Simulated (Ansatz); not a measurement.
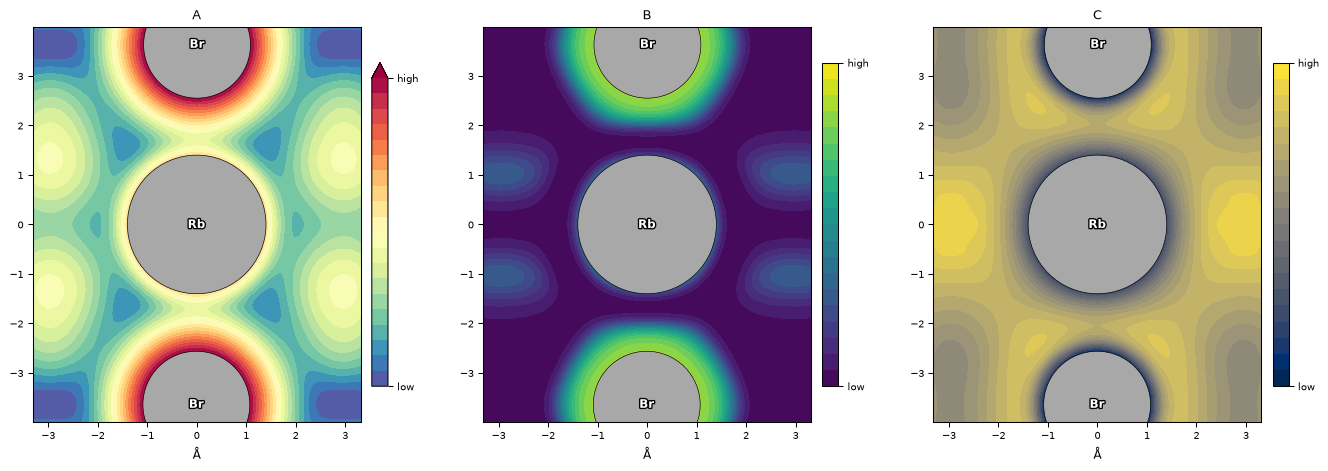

RbBr: 3 fields on the (011) plane of the conventional cell, with unlabelled colour scales. Grey discs cover the atomic cores.

Space group C2; a structure from a database of computed crystals, not necessarily the ambient phase; changed on purpose from its base cell (atom 2 moved 1.20 A; relaxed back).

These are results of DFT PBE, scalar-relativistic, plane waves, PAW in Ansatz 0.2.0, not measurements.

Question: The panels show electron localisation function, electrostatic potential energy of an electron and valence pseudo-density in some order. Assign them.

Answer: Panel A: valence pseudo-density. Panel B: electron localisation function. Panel C: electrostatic potential energy of an electron (low next to the atoms, rising into the space between them). From the grid: Rb–Br (3.64 Å): ρ is about 0.06 e/Å³ halfway; the ELF is about 0.05 at the midpoint: an ionic contact with no shared pair.
